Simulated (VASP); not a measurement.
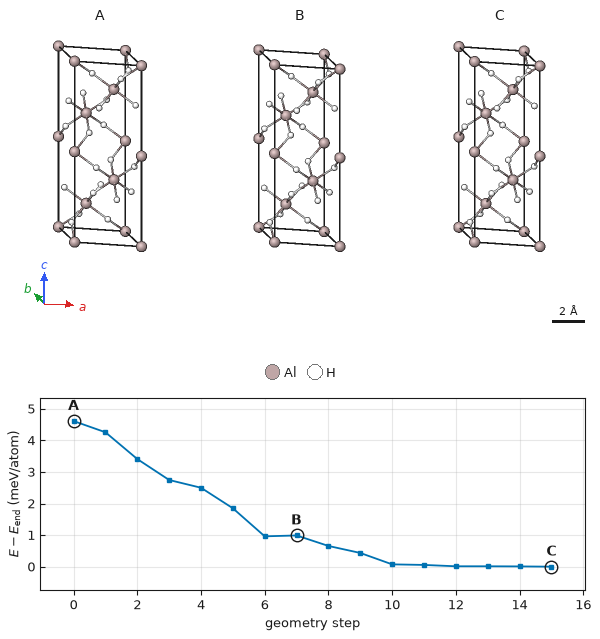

Frames of a relaxation of solid AlH3 (set up in R-3c), marked on the history of the run. Style: ball-and-stick. Shown: the conventional cell (3 times the calculation's cell), slightly off an axis. Lengths and directions refer to the drawn axes.

The run lets cell and atoms move.

All numbers below come from Kohn-Sham DFT of a periodic cell, LDA, VASP PAW LDA potentials, recommended (VASP 6.6.1).

The input:
```
ALGO = Normal ; EDIFF = 1E-7
EDIFFG = -0.005 ; ENCUT = 600
GGA = CA ; IBRION = 2
ISIF = 3 ; ISMEAR = 0
LASPH = True ; LCHARG = False
LREAL = False ; LWAVE = False
NELM = 80 ; NSW = 90
PREC = Accurate ; SIGMA = 0.02
```

Command:
```bash
cat potpaw_LDA.64/Al/POTCAR potpaw_LDA.64/H/POTCAR > POTCAR
mpirun -np 1 vasp_std > vasp.out
```

Describe the path.

After 15 geometry steps the energy has fallen by 4.6 meV per atom. The largest force component goes from 0.1 to 0.0032 eV/Å. The pressure goes from −0.03 to −0.04 GPa. The largest moves relative to the cell, 0.10 Å, are those of H atoms. Al stays in place. The drawn cell changes as follows: a = b 4.407 → 4.299 Å (−2.5 %), c 11.711 → 11.688 Å (−0.2 %); the volume changes by −5.0 %. Some distances before and after: Al–H 1.707 → 1.716 Å. Among the angles between lasting bonds that change: Al–H–Al 139.9° → 133.7°. The space group stays R-3c (No. 167). From step 0 to 7: H atoms move most (0.12 Å), volume −6.6 %, energy −3.6 meV per atom. From step 7 to 15: H atoms move most (0.02 Å), volume +1.6 %, energy −1.0 meV per atom.

```json
{"step": "0", "E − E(0), meV/atom": "0.00", "largest force component, eV/Å": "0.1012", "pressure, GPa": "-0.03", "volume, Å³/atom": "8.209"}
{"step": "1", "E − E(0), meV/atom": "-0.36", "largest force component, eV/Å": "0.0914", "pressure, GPa": "-0.19", "volume, Å³/atom": "8.207"}
{"step": "2", "E − E(0), meV/atom": "-1.20", "largest force component, eV/Å": "0.0611", "pressure, GPa": "-0.67", "volume, Å³/atom": "8.201"}
{"step": "3", "E − E(0), meV/atom": "-1.87", "largest force component, eV/Å": "0.0035", "pressure, GPa": "-1.64", "volume, Å³/atom": "8.190"}
{"step": "4", "E − E(0), meV/atom": "-2.11", "largest force component, eV/Å": "0.0036", "pressure, GPa": "-1.55", "volume, Å³/atom": "8.166"}
{"step": "5", "E − E(0), meV/atom": "-2.76", "largest force component, eV/Å": "0.0045", "pressure, GPa": "-1.27", "volume, Å³/atom": "8.094"}
{"step": "6", "E − E(0), meV/atom": "-3.65", "largest force component, eV/Å": "0.0076", "pressure, GPa": "-0.68", "volume, Å³/atom": "7.951"}
{"step": "7", "E − E(0), meV/atom": "-3.62", "largest force component, eV/Å": "0.0191", "pressure, GPa": "0.62", "volume, Å³/atom": "7.671"}
{"step": "8", "E − E(0), meV/atom": "-3.96", "largest force component, eV/Å": "0.0114", "pressure, GPa": "-0.07", "volume, Å³/atom": "7.818"}
{"step": "9", "E − E(0), meV/atom": "-4.18", "largest force component, eV/Å": "0.0051", "pressure, GPa": "0.01", "volume, Å³/atom": "7.809"}
{"step": "10", "E − E(0), meV/atom": "-4.54", "largest force component, eV/Å": "0.0140", "pressure, GPa": "0.25", "volume, Å³/atom": "7.785"}
{"step": "11", "E − E(0), meV/atom": "-4.56", "largest force component, eV/Å": "0.0194", "pressure, GPa": "0.32", "volume, Å³/atom": "7.777"}
{"step": "12", "E − E(0), meV/atom": "-4.60", "largest force component, eV/Å": "0.0082", "pressure, GPa": "-0.01", "volume, Å³/atom": "7.803"}
{"step": "13", "E − E(0), meV/atom": "-4.60", "largest force component, eV/Å": "0.0072", "pressure, GPa": "-0.04", "volume, Å³/atom": "7.805"}
{"step": "14", "E − E(0), meV/atom": "-4.60", "largest force component, eV/Å": "0.0062", "pressure, GPa": "-0.04", "volume, Å³/atom": "7.803"}
{"step": "15", "E − E(0), meV/atom": "-4.61", "largest force component, eV/Å": "0.0032", "pressure, GPa": "-0.04", "volume, Å³/atom": "7.795"}
```
